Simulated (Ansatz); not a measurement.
**Si16H: molecular dynamics (part 5 of 5)**

The same run, continued: Si16H (defect cell, 17 atoms in the cell); DFT PBE, scalar-relativistic, plane waves, PAW, spin-polarised (Ansatz 0.2.0); cutoff 420 eV, 2×2×2 k-mesh, Fermi–Dirac smearing of 0.02 eV, collinear spins. It belongs to a series of runs on one base structure; here: dynamics from the start.

Geometry of the input (Å; fractional positions):
```
0.0000  5.4300  5.4300
5.4300  0.0000  5.4300
5.4300  5.4300  0.0000
Si 0.0047  0.0058  -0.0004
Si 0.1312  0.1263  0.1277
Si 0.0064  0.0006  0.5014
Si 0.1310  0.1264  0.6265
Si 0.0038  0.5020  0.0013
Si 0.1318  0.6260  0.1254
Si 0.0052  0.4994  0.5051
Si 0.1316  0.6272  0.6260
Si 0.5056  0.0035  0.0001
Si 0.6296  0.1265  0.1275
Si 0.5066  0.0006  0.5012
Si 0.6320  0.1249  0.6259
Si 0.5082  0.5021  0.0013
Si 0.6293  0.6283  0.1283
Si 0.5061  0.4992  0.5035
Si 0.6301  0.6271  0.6260
H  -0.0256  0.7829  0.2821
```

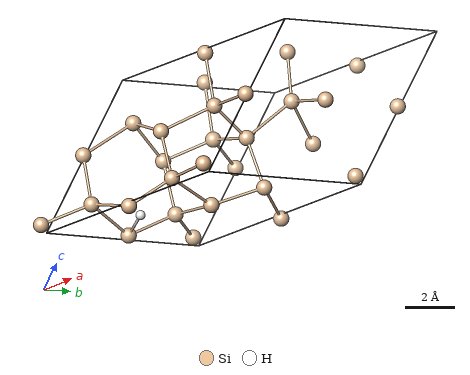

Figure 1. The geometry at step 266 of the log (ball-and-stick view of the cell of the calculation, seen at an oblique angle).

Trajectory as extended XYZ, continued
```
17
Lattice="0.0000 5.4300 5.4300 5.4300 0.0000 5.4300 5.4300 5.4300 0.0000" Properties=species:S:1:pos:R:3:forces:R:3 step=225 time_fs=112.5 energy=-10183.06985 temperature=1534.0
Si    0.2248    0.1682   -0.3396   -0.8368  -1.2170  -0.0585
Si    1.2392    1.3187    1.1717    0.8585   0.5209   2.4937
Si    2.6108    2.7117   -0.1339   -1.1534  -0.1126  -1.9621
Si    4.3987    4.0452    0.9538   -0.0699   0.9883   0.8759
Si    2.6054    0.1877    2.9158   -0.5521   0.7301   0.8574
Si    4.2163    1.7022    4.3150   -0.3912  -0.6637  -2.7008
Si    5.5823    2.8352    2.6416   -1.1187   0.4174   1.0768
Si    6.5919    4.1413    4.2971    0.0417   1.6592  -0.3218
Si   -0.0908    2.6547    2.6961    1.5743  -1.1641   1.1309
Si    1.4338    4.0003    4.0081    0.9628  -0.6014  -0.6608
Si    2.9590    5.2252    2.6161   -0.2140   0.5105  -0.1933
Si    3.9976    6.7745    4.1284    1.1431  -1.5836  -0.0652
Si    2.8491    2.8566    5.6673   -1.9741  -0.0642  -0.6327
Si    3.8594    4.0173    7.2745    0.2806   2.0775  -0.8777
Si    5.2462    5.3998    5.8368    0.3083   0.9728  -0.5523
Si    6.9488    6.8673    7.0049    0.2538  -2.0851  -1.1026
H     3.3199    2.6154    1.0695    0.8871  -0.3850   2.6931
17
Lattice="0.0000 5.4300 5.4300 5.4300 0.0000 5.4300 5.4300 5.4300 0.0000" Properties=species:S:1:pos:R:3:forces:R:3 step=232 time_fs=116.0 energy=-10183.12378 temperature=1710.9
Si    0.2306    0.1894   -0.3410   -0.9639  -2.0175  -0.1965
Si    1.2252    1.3386    1.1437    0.9721   0.3984   3.1270
Si    2.6017    2.7159   -0.1190    0.8977   0.3898  -0.5865
Si    4.4152    4.0835    0.9835   -0.6145   0.1894   0.6745
Si    2.6300    0.2001    2.9023   -0.9690   0.6090   1.0018
Si    4.1919    1.6590    4.3315   -0.3657  -0.2554  -3.0032
Si    5.5883    2.8265    2.6575   -1.4316   0.4278   0.8548
Si    6.5632    4.1384    4.2985    0.3662   1.5260  -0.3242
Si   -0.0631    2.6504    2.7085    0.9937  -1.1301   0.8936
Si    1.4009    3.9964    3.9915    1.3963  -0.4776  -0.2643
Si    2.9498    5.1835    2.6136   -0.2397   1.1322  -0.2665
Si    4.0179    6.7498    4.1284    0.5919  -1.4081   0.0874
Si    2.8802    2.8608    5.6740   -2.1377   0.2377  -0.8109
Si    3.8695    4.0262    7.2883    0.5547   1.7434  -0.8435
Si    5.2303    5.3847    5.8228    0.4442   1.1827  -0.4392
Si    6.9522    6.9100    6.9613    0.3154  -2.6505  -0.6703
H     3.0064    2.4115    1.3019    0.1899   0.1027   0.7659
17
Lattice="0.0000 5.4300 5.4300 5.4300 0.0000 5.4300 5.4300 5.4300 0.0000" Properties=species:S:1:pos:R:3:forces:R:3 step=239 time_fs=119.5 energy=-10182.63753 temperature=1631.3
Si    0.2326    0.2031   -0.3433   -0.9602  -2.6768  -0.3774
Si    1.2147    1.3613    1.1278    1.4061   0.7319   3.4827
Si    2.5951    2.7219   -0.1064    1.5196   0.5816   0.4735
Si    4.4299    4.1244    1.0175   -1.0039  -0.4925   0.5362
Si    2.6516    0.2157    2.8925   -1.3397   0.4333   1.1936
Si    4.1647    1.6126    4.3358   -0.3550   0.2382  -3.1107
Si    5.5886    2.8192    2.6778   -1.4777   0.2824   0.5925
Si    6.5347    4.1419    4.2985    0.7736   1.2444  -0.3437
Si   -0.0299    2.6410    2.7253    0.2622  -1.0655   0.6415
Si    1.3726    3.9902    3.9728    1.8427  -0.2844   0.1310
Si    2.9391    5.1446    2.6099   -0.2552   1.5814  -0.2849
Si    4.0416    6.7180    4.1287    0.0050  -1.1528   0.1294
Si    2.9037    2.8662    5.6776   -2.1282   0.5226  -0.9389
Si    3.8825    4.0430    7.2991    0.7992   1.2688  -0.8353
Si    5.2156    5.3738    5.8063    0.6235   1.2977  -0.2345
Si    6.9571    6.9435    6.9126    0.0969  -2.9074  -0.1760
H     2.7179    2.2084    1.6546    0.1914   0.3971  -0.8791
17
Lattice="0.0000 5.4300 5.4300 5.4300 0.0000 5.4300 5.4300 5.4300 0.0000" Properties=species:S:1:pos:R:3:forces:R:3 step=245 time_fs=122.5 energy=-10182.28341 temperature=1578.9
Si    0.2311    0.2063   -0.3466   -0.7863  -2.8369  -0.4667
Si    1.2102    1.3842    1.1253    1.5120   1.1415   3.3259
Si    2.5943    2.7293   -0.0942    1.6435   1.1043  -0.5148
Si    4.4397    4.1594    1.0498   -1.2325  -1.0979   0.4918
Si    2.6663    0.2311    2.8878   -1.7218   0.1923   1.2210
Si    4.1392    1.5720    4.3292   -0.3124   0.6725  -2.9239
Si    5.5839    2.8136    2.6980   -1.3061   0.0563   0.2771
Si    6.5120    4.1493    4.2975    1.3455   0.8136  -0.2538
Si    0.0007    2.6290    2.7425   -0.4248  -1.1063   0.2807
Si    1.3534    3.9837    3.9566    2.1263  -0.1175   0.4199
Si    2.9287    5.1153    2.6056   -0.2572   1.9210  -0.2522
Si    4.0629    6.6857    4.1295   -0.5675  -0.6157   0.0624
Si    2.9174    2.8728    5.6776   -1.9801   0.6854  -1.1176
Si    3.8968    4.0624    7.3061    0.9637   0.8116  -0.6401
Si    5.2045    5.3685    5.7906    0.7576   1.2495  -0.0865
Si    6.9618    6.9635    6.8685   -0.2341  -2.9318   0.2974
H     2.4741    2.0584    1.9058    0.4740   0.0581  -0.1205
17
Lattice="0.0000 5.4300 5.4300 5.4300 0.0000 5.4300 5.4300 5.4300 0.0000" Properties=species:S:1:pos:R:3:forces:R:3 step=252 time_fs=126.0 energy=-10182.13042 temperature=1639.5
Si    0.2262    0.1991   -0.3523   -0.6418  -2.3597  -0.0918
Si    1.2104    1.4161    1.1348    0.8723   0.6157   1.6679
Si    2.6000    2.7423   -0.0812    1.9095   0.8215  -0.6777
Si    4.4466    4.1976    1.0909   -1.2265  -1.4808   0.2928
Si    2.6775    0.2505    2.8867   -1.7684   0.0830   1.0280
Si    4.1070    1.5252    4.3098   -0.2089   1.0173  -2.4656
Si    5.5730    2.8071    2.7234   -1.0628  -0.2101  -0.1972
Si    6.4896    4.1616    4.2951    1.4898   0.7247  -0.3616
Si    0.0361    2.6099    2.7643   -1.1821  -1.0690   0.0145
Si    1.3387    3.9754    3.9387    2.4437   0.0732   0.7886
Si    2.9150    5.0873    2.5993   -0.2638   2.2180  -0.1282
Si    4.0865    6.6442    4.1306   -1.0450  -0.0797  -0.0668
Si    2.9263    2.8835    5.6731   -1.6699   0.7628  -1.3001
Si    3.9180    4.0891    7.3120    1.0693   0.3534  -0.7222
Si    5.1941    5.3671    5.7713    0.9379   1.2365   0.2464
Si    6.9664    6.9762    6.8163   -0.7256  -2.8036   0.8296
H     2.2360    1.8871    2.2098    1.0723   0.0969   1.1435
17
Lattice="0.0000 5.4300 5.4300 5.4300 0.0000 5.4300 5.4300 5.4300 0.0000" Properties=species:S:1:pos:R:3:forces:R:3 step=259 time_fs=129.5 energy=-10182.27885 temperature=1851.3
Si    0.2184    0.1815   -0.3586   -0.3710  -1.4688   0.5237
Si    1.2146    1.4522    1.1524    0.9584   0.0841   0.6959
Si    2.6140    2.7595   -0.0704    1.8631   0.6935  -0.5245
Si    4.4487    4.2310    1.1349   -1.0159  -1.7774  -0.1239
Si    2.6814    0.2708    2.8902   -1.9541  -0.8481   1.0735
Si    4.0729    1.4808    4.2790    0.3291   1.3881  -1.6818
Si    5.5572    2.7994    2.7490   -0.8378  -0.4878  -0.5486
Si    6.4728    4.1775    4.2912    1.8277   0.5725  -0.4365
Si    0.0679    2.5855    2.7872   -1.8264  -0.9366  -0.0585
Si    1.3337    3.9672    3.9234    2.4867   0.2692   1.2164
Si    2.8996    5.0676    2.5923   -0.2463   2.4685  -0.0087
Si    4.1067    6.6005    4.1315   -1.4004   0.3512  -0.2980
Si    2.9285    2.8978    5.6629   -1.2340   0.7127  -1.3756
Si    3.9447    4.1185    7.3150    0.9919  -0.0625  -0.8309
Si    5.1874    5.3709    5.7523    1.2014   1.2063   0.5417
Si    6.9682    6.9774    6.7653   -1.1897  -2.5895   1.3051
H     2.0994    1.7209    2.6347    0.4174   0.4244   0.5308
17
Lattice="0.0000 5.4300 5.4300 5.4300 0.0000 5.4300 5.4300 5.4300 0.0000" Properties=species:S:1:pos:R:3:forces:R:3 step=266 time_fs=133.0 energy=-10182.24072 temperature=1977.8
Si    0.2086    0.1567   -0.3629   -0.1132  -0.8072   0.9964
Si    1.2233    1.4901    1.1739    1.4488  -0.8527   0.2702
Si    2.6365    2.7803   -0.0615    1.6334   0.5809  -0.4508
Si    4.4464    4.2582    1.1802   -0.8188  -1.9412  -0.4805
Si    2.6773    0.2881    2.8978   -2.2874  -1.6609  -0.0551
Si    4.0387    1.4407    4.2399    0.8273   1.7324  -0.8125
Si    5.5371    2.7893    2.7734   -0.5481  -0.6544  -0.9105
Si    6.4631    4.1966    4.2853    2.2473   0.3281  -0.4711
Si    0.0932    2.5560    2.8107   -2.1065  -0.8337   0.0399
Si    1.3391    3.9597    3.9125    2.3663   0.3948   1.4082
Si    2.8824    5.0578    2.5848   -0.3900   2.7382   0.0530
Si    4.1216    6.5566    4.1311   -1.6791   0.8732  -0.5813
Si    2.9254    2.9157    5.6465   -0.7920   0.5896  -1.2645
Si    3.9767    4.1488    7.3147    0.8426  -0.4433  -0.6545
Si    5.1855    5.3799    5.7348    1.3493   1.0072   0.9032
Si    6.9650    6.9675    6.7178   -1.3471  -2.3200   1.6363
H     1.9997    1.6123    3.1461   -0.6327   1.2689   0.3737
17
Lattice="0.0000 5.4300 5.4300 5.4300 0.0000 5.4300 5.4300 5.4300 0.0000" Properties=species:S:1:pos:R:3:forces:R:3 step=273 time_fs=136.5 energy=-10182.38532 temperature=2191.1
Si    0.1980    0.1275   -0.3632    0.0481  -0.2918   1.2717
Si    1.2385    1.5259    1.1973    1.7832  -1.2921  -0.1954
Si    2.6668    2.8044   -0.0542    1.3073   0.4768  -0.4692
Si    4.4407    4.2781    1.2252   -0.4912  -2.1046  -0.7627
Si    2.6628    0.2996    2.9059   -3.3788  -0.7035  -0.5747
Si    4.0068    1.4067    4.1958    1.2943   2.3080  -0.0727
Si    5.5140    2.7761    2.7947   -0.2559  -0.6612  -1.1056
Si    6.4626    4.2176    4.2772    2.3797  -0.1205  -0.5606
Si    0.1106    2.5219    2.8354   -2.0542  -0.6202   0.3285
Si    1.3548    3.9535    3.9074    2.0970   0.3437   1.5465
Si    2.8629    5.0593    2.5773   -0.5773   2.9050   0.0369
Si    4.1300    6.5149    4.1282   -1.9131   1.4250  -0.8180
Si    2.9188    2.9368    5.6241   -0.4834   0.4409  -1.0127
Si    4.0134    4.1783    7.3116    0.4951  -0.9087  -0.4896
Si    5.1892    5.3936    5.7206    1.4469   0.7937   1.2584
Si    6.9560    6.9474    6.6756   -1.2450  -1.9193   1.7584
H     1.8350    1.6221    3.7121   -0.4526  -0.0713  -0.1392
17
Lattice="0.0000 5.4300 5.4300 5.4300 0.0000 5.4300 5.4300 5.4300 0.0000" Properties=species:S:1:pos:R:3:forces:R:3 step=280 time_fs=140.0 energy=-10182.32830 temperature=2301.1
Si    0.1871    0.0961   -0.3581   -0.1069   0.1679   1.4050
Si    1.2616    1.5575    1.2208    1.7422  -1.3866  -0.5512
Si    2.7037    2.8314   -0.0486    0.9166   0.3575  -0.3502
Si    4.4326    4.2897    1.2684   -0.0638  -2.1654  -1.0090
Si    2.6339    0.3079    2.9117   -3.4916  -1.4549  -1.1087
Si    3.9793    1.3813    4.1500    1.8001   2.7017   0.8607
Si    5.4889    2.7597    2.8121   -0.0814  -0.5565  -1.0946
Si    6.4722    4.2388    4.2664    2.3475  -0.4582  -0.7258
Si    0.1198    2.4841    2.8622   -2.1303  -0.1301   0.5273
Si    1.3800    3.9485    3.9085    1.6991   0.1882   1.4567
Si    2.8403    5.0731    2.5698   -0.8143   2.8919   0.0590
Si    4.1306    6.4778    4.1218   -1.9888   1.7652  -0.9797
Si    2.9098    2.9605    5.5966   -0.2433   0.1398  -0.6700
Si    4.0535    4.2050    7.3062    0.1157  -0.9815  -0.4166
Si    5.1992    5.4111    5.7112    1.4592   0.4983   1.5622
Si    6.9415    6.9185    6.6392   -0.9467  -1.3644   1.3139
H     1.6106    1.6393    4.2850   -0.2132  -0.2129  -0.2790
17
Lattice="0.0000 5.4300 5.4300 5.4300 0.0000 5.4300 5.4300 5.4300 0.0000" Properties=species:S:1:pos:R:3:forces:R:3 step=286 time_fs=143.0 energy=-10182.55887 temperature=2519.9
Si    0.1772    0.0689   -0.3489   -0.1376   0.5180   1.4585
Si    1.2879    1.5807    1.2397    1.5478  -1.5378  -0.9227
Si    2.7393    2.8564   -0.0450    0.7979   0.2092  -0.3407
Si    4.4252    4.2926    1.3030    0.0333  -2.1519  -1.2070
Si    2.5967    0.3104    2.9132   -3.1642  -2.1477  -1.7071
Si    3.9611    1.3679    4.1124    2.1751   2.7194   1.4641
Si    5.4666    2.7434    2.8237    0.0196  -0.2929  -1.1407
Si    6.4885    4.2560    4.2545    2.1382  -0.5830  -0.6451
Si    0.1207    2.4503    2.8875   -2.1153   0.4750   0.4202
Si    1.4079    3.9449    3.9144    1.0643   0.1311   1.1828
Si    2.8178    5.0951    2.5633   -0.5884   2.7090   0.0095
Si    4.1242    6.4510    4.1129   -2.2223   1.9080  -0.8924
Si    2.9012    2.9818    5.5701    0.1267   0.0330  -0.2304
Si    4.0892    4.2253    7.3001   -0.2351  -1.0126  -0.1965
Si    5.2129    5.4282    5.7081    1.1653  -0.0709   1.4687
Si    6.9255    6.8884    6.6118   -0.5703  -0.7033   0.8707
H     1.3937    1.6330    4.7698   -0.0350  -0.2027   0.4081
17
Lattice="0.0000 5.4300 5.4300 5.4300 0.0000 5.4300 5.4300 5.4300 0.0000" Properties=species:S:1:pos:R:3:forces:R:3 step=293 time_fs=146.5 energy=-10182.16075 temperature=2435.6
Si    0.1647    0.0386   -0.3322   -0.1989   0.8699   1.4884
Si    1.3251    1.6023    1.2584    1.0371  -1.4710  -1.2728
Si    2.7849    2.8871   -0.0420    0.5505   0.1549  -0.3641
Si    4.4164    4.2875    1.3396    0.1063  -2.1335  -1.2824
Si    2.5400    0.3050    2.9082   -2.3570  -2.2613  -2.0216
Si    3.9480    1.3625    4.0734    2.2601   2.3205   1.8898
Si    5.4401    2.7229    2.8329    0.3708  -0.0386  -1.3566
Si    6.5164    4.2741    4.2380    1.8655  -0.8938  -0.2747
Si    0.1133    2.4119    2.9190   -1.8966   1.0601  -0.1246
Si    1.4453    3.9410    3.9262    0.2945  -0.0739   0.9893
Si    2.7887    5.1320    2.5554   -0.3903   2.3987  -0.3332
Si    4.1080    6.4266    4.0990   -2.0951   1.9291  -0.4678
Si    2.8916    3.0075    5.5377    0.9945   0.0483   0.4195
Si    4.1308    4.2455    7.2921   -0.7422  -1.2106  -0.1078
Si    5.2334    5.4480    5.7100    0.2020  -1.0747   0.9148
Si    6.9044    6.8498    6.5845    1.3470  -0.4854   7.3003
H     1.1240    1.6104    5.3455   -1.3480   0.8610  -5.3963
17
Lattice="0.0000 5.4300 5.4300 5.4300 0.0000 5.4300 5.4300 5.4300 0.0000" Properties=species:S:1:pos:R:3:forces:R:3 step=300 time_fs=150.0 energy=-10182.61375 temperature=2730.3
Si    0.1513    0.0113   -0.3089   -0.0651   1.0940   1.2935
Si    1.3674    1.6181    1.2722    0.4196  -1.3057  -1.3647
Si    2.8337    2.9190   -0.0405    0.2663  -0.1064  -0.2837
Si    4.4079    4.2733    1.3715    0.0380  -1.8033  -1.3168
Si    2.4724    0.2901    2.8947   -1.0592  -1.7430  -1.7093
Si    3.9441    1.3668    4.0416    1.6555   1.6795   1.9563
Si    5.4147    2.7017    2.8367    0.8683   0.1025  -1.2371
Si    6.5527    4.2888    4.2200    1.2469  -1.2130   0.0146
Si    0.0979    2.3773    2.9506   -1.1098   1.5065  -0.4158
Si    1.4847    3.9368    3.9423   -0.6086  -0.0556   0.4736
Si    2.7573    5.1796    2.5461   -0.2310   1.7022  -0.2693
Si    4.0827    6.4098    4.0828   -1.8853   1.8485  -0.0765
Si    2.8858    3.0334    5.5065    1.1169  -0.7585   1.0204
Si    4.1701    4.2609    7.2835   -1.2652  -1.4610   0.1481
Si    5.2554    5.4638    5.7157    0.0041  -1.3259   0.1516
Si    6.8890    6.8086    6.5833    1.2617   1.0205   3.5372
H     0.6841    1.6845    5.4079   -0.6530   0.8186  -1.9219
```

Key numbers

| quantity | value |
| --- | --- |
| outcome | finished |
| mean temperature over the second half | 1534 K |
| trajectory | 300 steps, 150 fs |
| ensemble | nvt_nose_hoover |
| temperature in the input | 1200.0 K |
| time step | 0.5 fs |
| electrons treated | 65 |
| potential energy (free energy of the electrons) (last step) | −10182.6138 eV |
| Fermi energy (last step) | 6.641 eV |
| net moment of the cell (last step) | 0.00 μB |
| integrated absolute moment (last step) | 0.00 μB |
| largest force (length of the vector) (last step) | 3.892 eV/Å |
| wall time | 15 min |
| peak memory | 0.66 GiB |

Remarks

The program warns: spin is on but no starting moments are given. The input asks for low accuracy. The k-point mesh is coarse for a cell of this size, so the results may not be converged. So short a trajectory is not equilibrated.
